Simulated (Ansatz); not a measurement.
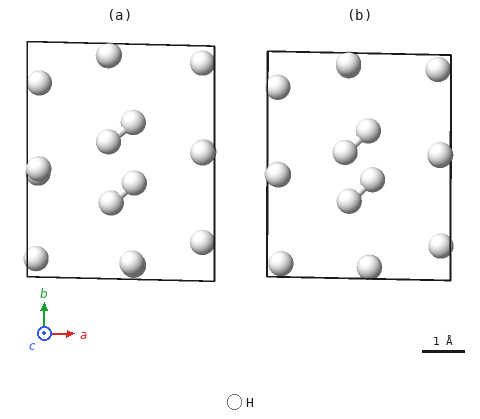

The structure of crystalline H (built on the database_62 type) (coarse preliminary run) before (left) and after (right) a relaxation, at one scale.

The picture is a ball-and-stick view of the cell of the calculation, seen along the c axis.

Computed with DFT PBEsol, scalar-relativistic, plane waves, PAW (Ansatz 0.2.0).

Input file:
```yaml
crystal:
  lattice:
    - [-0.0547935543, 0.0280341544, 4.4590582464]
    - [5.6016318163, 0.0037534304, -0.0681775228]
    - [0.0078592899, 11.2450007543, 0.0730388871]
  atoms:
    - { symbol: H, position: [0.4336673569, 0.5821221659, 0.7577819199] }
    - { symbol: H, position: [0.0470645212, 0.0778930246, 0.749428683] }
    - { symbol: H, position: [0.5714537061, 0.4094518322, 0.2508664474] }
    - { symbol: H, position: [0.9364610922, 0.9266317114, 0.2534794299] }
    - { symbol: H, position: [0.5661735848, 0.6667348496, 0.7447882647] }
    - { symbol: H, position: [0.9360100893, 0.1640741449, 0.7495379498] }
    - { symbol: H, position: [0.4482827056, 0.3224273387, 0.2471686561] }
    - { symbol: H, position: [0.0643277222, 0.8252879964, 0.2453536645] }
    - { symbol: H, position: [0.0612524298, 0.4601501354, 0.9992077603] }
    - { symbol: H, position: [0.4328974126, 0.9481935789, 0.5016702554] }
    - { symbol: H, position: [0.9433503848, 0.5497791818, 0.5005604032] }
    - { symbol: H, position: [0.5674699983, 0.0597491255, 0.0038484098] }
    - { symbol: H, position: [0.9371520716, 0.5447157972, 0.0012522583] }
    - { symbol: H, position: [0.5588751982, 0.0696092957, 0.497271584] }
    - { symbol: H, position: [0.057215481, 0.4418582979, 0.5061400329] }
    - { symbol: H, position: [0.4383462455, 0.9513215239, 0.9916442807] }
basis:
  ecutwfc: 420
kpoints:
  mp_grid: { grid: [4, 4, 2] }
hamiltonian:
  xc: pbesol
scf:
  occupations: { method: gaussian, width: 0.1 }
output:
  forces: true
  stress: true
  eigenvalues: true
relax:
  adjacent_minimum: "off"
  f_tol: 0.015
  max_steps: 120
  cell: { stress_tol: 0.15 }
```

What changed between the two?

Answer. The energy falls by 27.6 meV per atom in 10 accepted moves (11 points after the start). The largest force component goes from 2.1 to 0.011 eV/Å. Pressure: −0.69 GPa at the start and −0.04 GPa at the end. The SCF was repeated once at an unchanged geometry on a basis and grid sized afresh for the cell, which shifted the energy by 0.7 meV per atom at most. The atom that moves furthest relative to the cell is H3 (0.18 Å roughly along [0 3 −1]). Cell: a 4.459 → 4.368 Å (−2.1 %), b 5.602 → 5.369 Å (−4.2 %), c 11.245 → 11.165 Å (−0.7 %), β 89.3° → 89.4°, γ 91.4° → 91.0°. Volume −6.8 %. Among the contacts that change: H10–H14 0.872 → 0.760 Å, H12–H16 0.839 → 0.759 Å, H4–H8 0.819 → 0.759 Å, H2–H6 0.700 → 0.759 Å. The space group stays P1 (No. 1).
